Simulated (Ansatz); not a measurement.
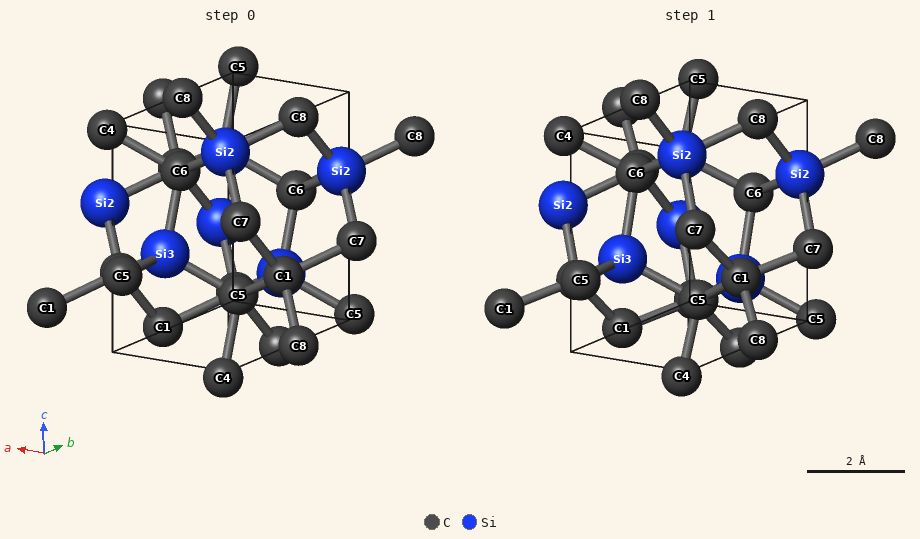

The structure of solid SiC3 (set up in Pmc2_1) before (left) and after (right) a relaxation, at one scale.

A ball-and-stick model of the cell of the calculation, seen from a free direction.

Case: 6 of 8 Si sites taken by C, cell and atoms relaxed.

These are results of Ansatz, DFT r2SCAN, scalar-relativistic, plane waves, PAW, not measurements.

Input
```yaml
crystal:
  lattice:
    - [1.4176586663, -2.4554568379, 0.0]
    - [0.0, 0.0, -4.7120158777]
    - [4.2529759989, 2.4554568379, 0.0]
  atoms:
    - { symbol: C, position: [0.5, 0.9371745128, 0.1666666667] }
    - { symbol: Si, position: [0.0, 0.9371745128, 0.6666666667] }
    - { symbol: Si, position: [0.0, 0.4371745128, 0.3333333333] }
    - { symbol: C, position: [0.5, 0.4371745128, 0.8333333333] }
    - { symbol: C, position: [0.5, 0.5628254872, 0.1666666667] }
    - { symbol: C, position: [0.0, 0.5628254872, 0.6666666667] }
    - { symbol: C, position: [0.0, 0.0628254872, 0.3333333333] }
    - { symbol: C, position: [0.5, 0.0628254872, 0.8333333333] }
basis:
  ecutwfc: 500
kpoints:
  mp_grid: { grid: [8, 6, 6] }
hamiltonian:
  xc: r2scan
scf:
  occupations: { method: gaussian, width: 0.02 }
output:
  forces: true
  stress: true
  eigenvalues: true
relax:
  adjacent_minimum: "off"
  f_tol: 0.015
  max_steps: 60
  cell: { stress_tol: 0.15 }
```

Command:
```bash
ansatz run input.yaml --threads 1 --pin off --max-ram 2560MiB --backend cpu --events-out ev --progress --plain --runs-dir out
```

### Describe what moved and what it gained.

The run was cut off at its time limit before the relaxation converged, so the last structure is only a point on the way. The largest moves relative to the cell, 0.11 Å, are those of C5, C6, C7 and C8. C5 goes along [0 1 −1]. Largest moves by element: C 0.11 Å, Si 0.06 Å. The drawn cell changes as follows: a 2.835 → 2.878 Å (+1.5 %), b 4.712 → 4.647 Å (−1.4 %), c 4.911 → 4.747 Å (−3.3 %); the volume changes by −3.2 %. Near-neighbour distances that change, for instance: C1–C8 1.741 → 1.630 Å, C1–C5 1.764 → 1.673 Å, C1–C7 1.741 → 1.681 Å, Si2–C7 1.741 → 1.800 Å. Among the angles between lasting bonds that change: C4–C6–C4 109.1° → 117.7°, C1–C8–C4 109.9° → 116.6°, Si2–C6–Si3 109.9° → 105.6°. The space group stays Pmc2_1 (No. 26). After 1 geometry step the energy has fallen by 213 meV per atom. The largest force component goes from 4.5 to 1.8 eV/Å. The pressure goes from 7.56 to 6.34 GPa. Cost: 2.9 min on 1 thread of Intel(R) Xeon(R) Processor @ 2.50GHz (Skylake/Cascade Lake) (shared host), peak memory 0.52 GiB.
